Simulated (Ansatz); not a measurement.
**CoO: 5 runs along one coordinate**

System: CoO (2 atoms in the cell).
Method: DFT, PBE, PAW with Ansatz's default frozen-core files, scalar-relativistic, spin-polarised (Ansatz 0.2.0).

The 5 runs differ only in the geometry, by a strain of the cell at fixed fractional positions. Against run 3, the strain is εzz = η. The structure derives from an entry of the Crystallography Open Database.

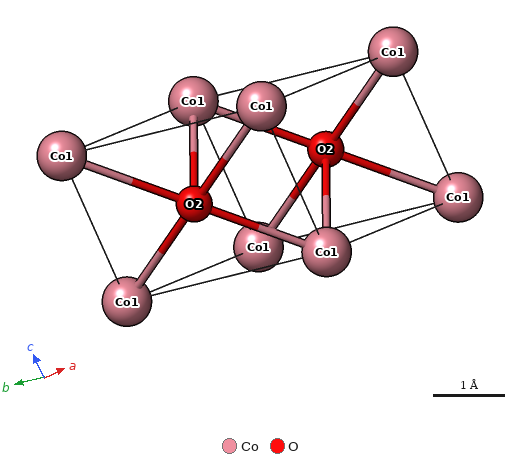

Figure 1. The structure of run 3 (ball-and-stick view of the reduced cell, seen at an oblique angle; atoms are numbered from 1 in the order of the input).

### Input of run 3
```yaml
crystal:
  lattice:
    - [0.0, 2.1315, 2.110185]
    - [2.1315, 0.0, 2.110185]
    - [2.1315, 2.1315, 0.0]
  atoms:
    - { symbol: Co, position: [0.0, 0.0, 0.0], spin: 2.0 }
    - { symbol: O, position: [0.5, 0.5, 0.5] }
magnetization:
  spin_polarized: true
kpoints:
  mp_grid: { grid: [16, 16, 16] }
scf:
  occupations: { method: fermi_dirac, width: 0.05 }
hamiltonian:
  xc: pbe
  pseudopotentials: { kind: paw }
output:
  forces: true
  stress: true
  eigenvalues: true
  efg: { contact_densities: true }
```

Command:
```bash
ansatz run input.yaml --threads 1 --pin off --max-ram 3072MiB --backend cpu --events-out ev --progress --plain --runs-dir out
```

Run 4 differs from it as follows:
```diff
-    - [0.0, 2.1315, 2.110185]
-    - [2.1315, 0.0, 2.110185]
+    - [0.0, 2.1315, 2.152815]
+    - [2.1315, 0.0, 2.152815]
```

### Results, with one run withheld

| run | strain parameter η (%) | free energy per atom, from the lowest run given (meV) | pressure (GPa) |
| --- | --- | --- | --- |
| 1 | −2.0202 | 2.33 | 3.51 |
| 2 | −1.0101 | 0.57 | 1.67 |
| 3 | 0.0000 | 0.00 | −0.08 |
| 4 | 2.0202 | ? | ? |
| 5 | 4.0404 | 8.09 | −6.31 |

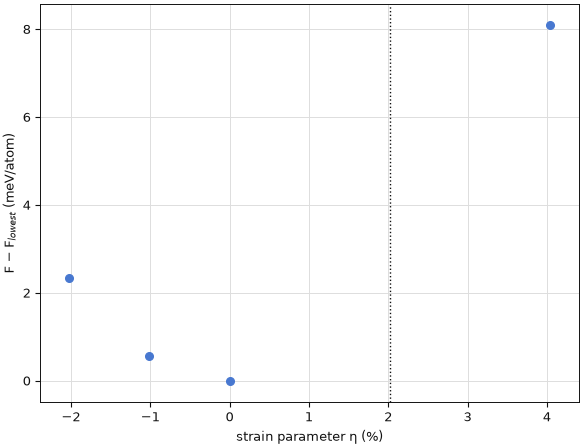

Figure 2. Free energy per atom of the runs given; the dotted line marks run 4.

Estimate the energy of run 4 from the others.

A quadratic polynomial in the coordinate, fitted to the 4 runs given, misses them by at most 0.04 meV per atom. With x = η − 0.2525, it reads F = −0.017896 + 0.16182 x + 0.52248 x² (meV per atom). At run 4 it gives 1.90 meV per atom, and the run itself gives 2.11. The fit has its minimum at η = 0.0976 %.

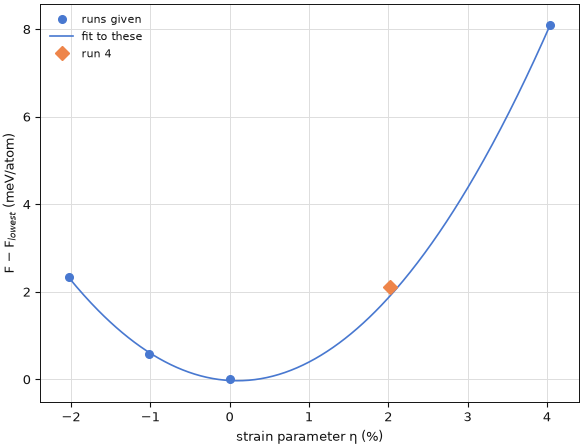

Figure 3. The fit and the withheld run.

### Output, shortened to warnings, some set-up lines, iterations and results (run 4)
```
Basis set: ecut = 420 eV, 363 PW (Γ), exchange–correlation on 48×48×48 points (8 copies of the dense FFT grid, shifted against one another)
Symmetry: 16 space group operations
k-points: 349 of 4096
Initial density: superposition of atomic densities (chi_scale 0.1, normalization cell, long waves kept (reshape's long-wave potential 0.00 eV rms))
[...]
SCF iter   1: F=—  HF=-5691.162639 eV  |F-HF|=—  |Δ(HF+E_count)|=         —  Δρ=1.13e-1 (↑1.13e-1 ↓1.05e-1)  dr2=6.53e0  dr2_m=1.10e-1  M=2.047 μB ∫|m|=2.047 μB  β_m=0.30  …
SCF iter   2: F=—  HF=-5691.876499 eV  |F-HF|=—  |Δ(HF+E_count)|=   7.14e-1  Δρ=9.04e-2 (↑9.04e-2 ↓6.89e-2)  dr2=5.13e-1  dr2_m=9.90e-1  M=2.690 μB ∫|m|=2.691 μB  β_m=0.36  …
SCF iter   3: F=—  HF=-5692.146382 eV  |F-HF|=—  |Δ(HF+E_count)|=   2.70e-1  Δρ=9.11e-2 (↑6.68e-2 ↓9.11e-2)  dr2=1.82e-1  dr2_m=1.04e0  M=2.980 μB ∫|m|=2.982 μB  β_m=0.28  …
SCF iter   4: F=—  HF=-5691.843681 eV  |F-HF|=—  |Δ(HF+E_count)|=         —  Δρ=3.12e-2 (↑3.10e-2 ↓3.12e-2)  dr2=2.46e-1  dr2_m=9.85e-2  M=2.714 μB ∫|m|=2.719 μB  β_m=0.68  …
SCF iter   5: F=—  HF=-5692.068797 eV  |F-HF|=—  |Δ(HF+E_count)|=   2.25e-1  Δρ=5.93e-2 (↑2.90e-2 ↓5.93e-2)  dr2=5.61e-1  dr2_m=2.01e-1  M=2.988 μB ∫|m|=2.998 μB  β_m=0.42  …
[... 6 lines ...]
SCF iter  12: F=—  HF=-5692.112062 eV  |F-HF|=—  |Δ(HF+E_count)|=   2.35e-6  Δρ=1.64e-4 (↑1.36e-4 ↓1.64e-4)  dr2=6.41e-7  dr2_m=3.73e-6  M=2.954 μB ∫|m|=2.970 μB  β_m=0.92  …
SCF iter  13: F=—  HF=-5692.112063 eV  |F-HF|=—  |Δ(HF+E_count)|=   4.88e-7  Δρ=3.74e-5 (↑1.18e-5 ↓3.74e-5)  dr2=1.11e-7  dr2_m=5.03e-8  M=2.954 μB ∫|m|=2.970 μB  β_m=0.86  …
SCF iter  14: F=—  HF=-5692.112063 eV  |F-HF|=—  |Δ(HF+E_count)|=   1.90e-8  Δρ=8.63e-6 (↑4.86e-6 ↓8.63e-6)  dr2=2.50e-9  dr2_m=7.79e-9  M=2.954 μB ∫|m|=2.970 μB  β_m=0.93  …
SCF iter  15: F=-5692.112063 eV  HF=-5692.112063 eV  |F-HF|=1.98e-10  |Δ(HF+E_count)|=  8.04e-10  Δρ=2.37e-6 (↑5.60e-7 ↓2.37e-6)  dr2=3.39e-10  dr2_m=2.50e-10  M=2.954 μB …
SCF 1 converged in 15 iterations: F = -5692.112063 eV  dr2 = 3.39e-10
SCF converged after 15 iterations
Magnetization: 2.9539 μB (12.9770 up, 10.0230 down)
Absolute magnetization: 2.9696 μB (∫|ρ↑−ρ↓|, with the PAW one-centre terms)
Spin contamination: 0.0073 ħ² per cell (⟨S²⟩ above its minimum at these occupations)
Per-site moments (μB) at R_I (Å): [(2.509768711816928, 0.87924375), (0.32610387159812626, 0.87924375)]
Free energy (F): -5692.112063 eV
Harris-Foulkes:  -5692.112063 eV  (|F-HF|=1.98e-10)
Internal energy: -5692.078269 eV  (E = F + TS)
E sigma→0 (E₀):  -5692.095166 eV
Entropy (-TS):   -0.033794 eV (-16.897 meV/atom)
Fermi energy:    13.650819 eV
--- Per-component energies (eV) ---
  E_band       = -310.224612
  E_kinetic    = 616.940372
  E_local      = -3451.880432  (includes V_loc(G=0)·N_el)
  E_nonlocal   = 514.155092
  E_hartree    = 1416.439624
  E_xc         = -228.457199
  E_vxc        = -293.581348  (∫ρ·V_xc dr)
  E_paw        = -1676.856295  (= ΣΔE_a)
  E_vpaw       = -528.739200  (= ΣTr[D̂ρ^β])
  E_aug_tail   = 0.002343  (compensation charges beyond the density's cutoff)
  E_ewald      = -2882.421774
  E_smearing   = -0.033794  (= −TS)
  E_closure    = -0.000000  (closes the sum)
  Σ components = -5692.112063   (vs F -5692.112063, Δ=0.00e0)
--- Forces (eV/Å), atoms counted from 1 ---
  atom   1  Co    -0.00000000     0.00000000    -0.00000000
  atom   2  O      0.00000000     0.00000000     0.00000000
  max |Σ_I F_I| component: 1.10e-29 eV/Å
--- Stress (GPa, compression-positive) ---
       -3.332829       0.000000       0.000000
        0.000000      -3.332829       0.000000
        0.000000       0.000000      -3.405702
  P = ⅓ Tr σ = -3.3571 GPa (-33.571 kbar)
--- PAW observables at the nuclei: V_zz in 10²¹ V/m², potentials from the cell's mean, atoms counted from 1 ---
  atom   1  Co V_zz =    -0.642573   η = 0.0000   by run symmetry: allowed
            electrostatic potential = -3387.261287 V   contact ρ = 114672.480886 e/Å³   contact ρ_s (e/Å³): all electrons -1.696800, valence +4.885509
  atom   2  O  V_zz =    -0.149376   η = 0.0000   by run symmetry: allowed
            electrostatic potential = -627.064396 V   contact ρ = 2157.744854 e/Å³   contact ρ_s (e/Å³): all electrons +2.739691, valence +3.186333
```
